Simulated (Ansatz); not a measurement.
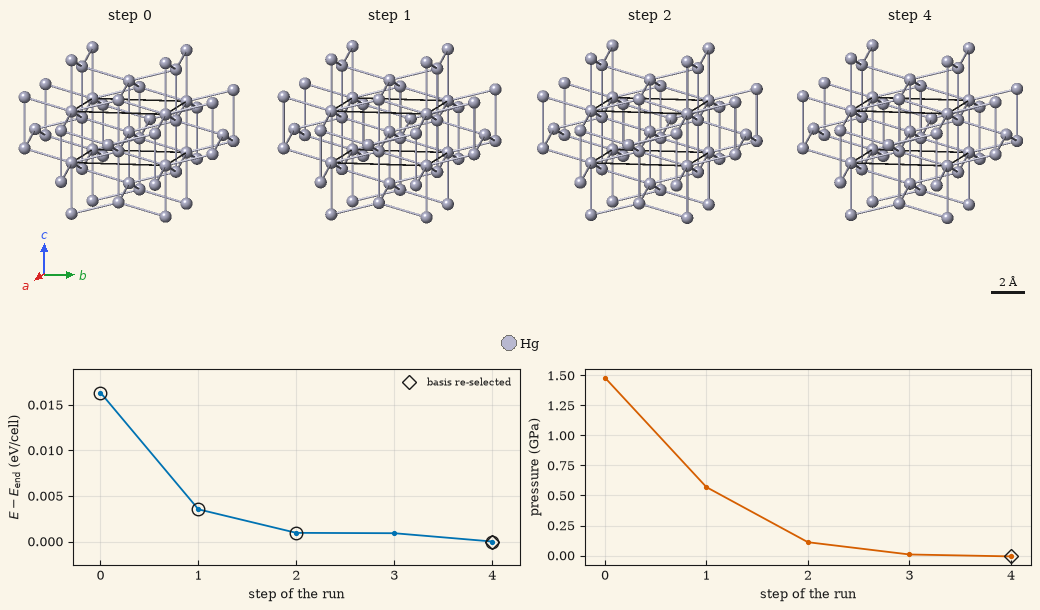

Frames of a relaxation of solid Hg (set up in I4_1/amd), marked on the history of the run. The picture is a ball-and-stick view of the conventional cell (2 times the calculation's cell), seen slightly off an axis. Lengths and directions refer to the drawn axes.

Method: DFT PBE, scalar-relativistic, plane waves, PAW in Ansatz 0.2.0.

Input
```yaml
crystal:
  lattice:
    - [-2.92975414, 2.92975414, 1.57255255]
    - [2.92975414, -2.92975414, 1.57255255]
    - [2.92975414, 2.92975414, -1.57255255]
  atoms:
    - { symbol: Hg, position: [0.75, 0.25, 0.5] }
    - { symbol: Hg, position: [0.0, 0.0, 0.0] }
basis:
  ecutwfc: 420
kpoints:
  mp_grid: { grid: [16, 16, 16] }
hamiltonian:
  xc: pbe
scf:
  occupations: { method: gaussian, width: 0.1 }
output:
  forces: true
  stress: true
  eigenvalues: true
  write_density: true
  write_potential: true
  elf: true
  volumetric_format: npy
relax:
  adjacent_minimum: "off"
  f_tol: 0.005
  max_steps: 80
  cell: { stress_tol: 0.05 }
```

Command:
```bash
ansatz run input.yaml --threads 1 --pin off --max-ram 2560MiB --backend cpu --events-out ev --progress --plain --runs-dir out
```

**What happens along the run?**

Over 3 accepted moves (4 points after the start) the energy falls by 16.3 meV per cell of the calculation. All forces vanish by symmetry, so only the cell relaxes. Pressure: 1.48 GPa at the start and −0.01 GPa at the end. The SCF was repeated once at an unchanged geometry on a basis and grid sized afresh for the cell, which shifted the energy by 0.9 meV per cell of the calculation at most. The atoms keep their places relative to the cell (all moves are under 0.005 Å). The volume changes by +7.2 %, with a = b 5.860 → 6.011 Å (+2.6 %), c 3.145 → 3.205 Å (+1.9 %). Among the contacts that change: Hg1–Hg2 3.033 → 3.110 Å, Hg1–Hg1 3.145 → 3.205 Å. The space group stays I4_1/amd (No. 141). The run took 53 s on 1 thread of Intel(R) Xeon(R) 6975P-C (Granite Rapids) (shared host), peak memory 0.67 GiB. From step 0 to 1: volume +3.9 %, energy −12.8 meV per cell of the calculation. From step 1 to 2: volume +2.5 %, energy −2.6 meV per cell of the calculation. From step 2 to 4: volume +0.6 %, energy −0.9 meV per cell of the calculation.

```csv
step,"E − E(0), meV/atom","pressure, GPa","volume, Å³/atom",note
0,0.00,1.48,26.996,
1,-6.41,0.57,28.060,
2,-7.70,0.11,28.767,
3,-7.72,0.01,28.950,
4,-8.17,-0.01,28.950,"same geometry, new basis"
```
